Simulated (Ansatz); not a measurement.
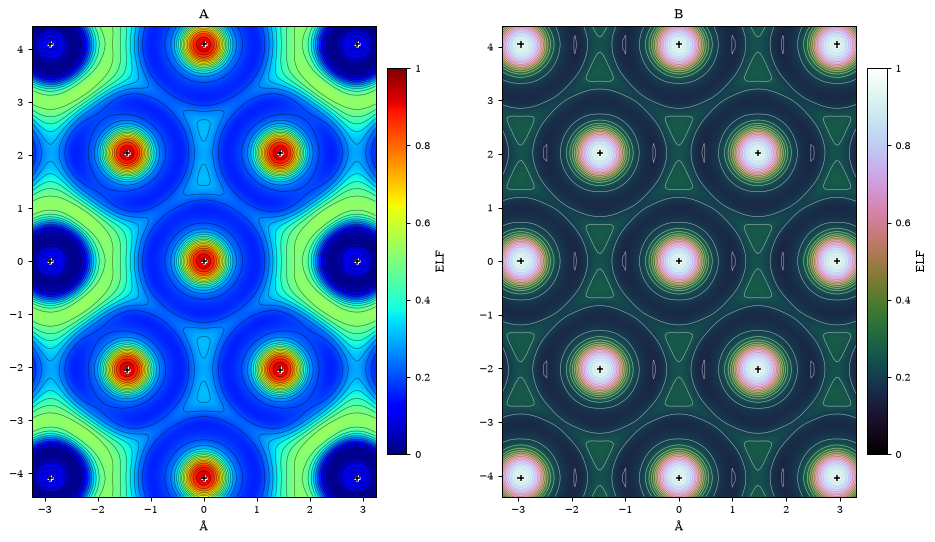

The electron localisation function of 2 systems, each on a plane through atoms (crosses mark nuclei in the plane).

Method: Ansatz, DFT r2SCAN, scalar-relativistic, plane waves, PAW.

System 1: AlCu₃, the (101) plane of the conventional cell. Space group Fm-3m; a structure from a database of computed crystals, not necessarily the ambient phase; computed without spin polarisation.

```cif
data_structure
_symmetry_space_group_name_H-M 'P 1'
_symmetry_Int_Tables_number 1
_cell_length_a 5.7813
_cell_length_b 5.7813
_cell_length_c 5.7813
_cell_angle_alpha 90.000
_cell_angle_beta 90.000
_cell_angle_gamma 90.000
_cell_volume 193.24
loop_
_atom_site_label
_atom_site_type_symbol
_atom_site_fract_x
_atom_site_fract_y
_atom_site_fract_z
_atom_site_occupancy
Al1 Al 0.00000 0.00000 0.00000 1
Al2 Al 0.50000 0.50000 0.00000 1
Al3 Al 0.50000 0.00000 0.50000 1
Al4 Al 0.00000 0.50000 0.50000 1
Cu1 Cu 0.50000 0.00000 0.00000 1
Cu2 Cu 0.00000 0.50000 0.00000 1
Cu3 Cu 0.00000 0.00000 0.50000 1
Cu4 Cu 0.50000 0.50000 0.50000 1
Cu5 Cu 0.25000 0.25000 0.25000 1
Cu6 Cu 0.75000 0.75000 0.25000 1
Cu7 Cu 0.75000 0.25000 0.75000 1
Cu8 Cu 0.25000 0.75000 0.75000 1
Cu9 Cu 0.75000 0.25000 0.25000 1
Cu10 Cu 0.25000 0.75000 0.25000 1
Cu11 Cu 0.25000 0.25000 0.75000 1
Cu12 Cu 0.75000 0.75000 0.75000 1
```

System 2: Cu, the (011) plane of the conventional cell. Space group I4/mmm; a structure from a database of computed crystals, not necessarily the ambient phase; computed pressure about −6 GPa in this cell; computed without spin polarisation.

```
Cu
1.0
     2.95106    0.00000    0.00000
     0.00000    2.95106    0.00000
     0.00000    0.00000    2.75911
Cu
2
Direct
  0.00000 0.00000 0.00000
  0.50000 0.50000 0.50000
```

**Which map belongs to which system?**

Panel A is system 1, AlCu₃: the plane holds Al and Cu. Al–Cu (2.50 Å): the ELF is about 0.40 at the midpoint. Panel B is system 2, Cu: the plane holds Cu. Cu–Cu (2.50 Å): the ELF is about 0.20 at the midpoint: no localised pair shows between them.
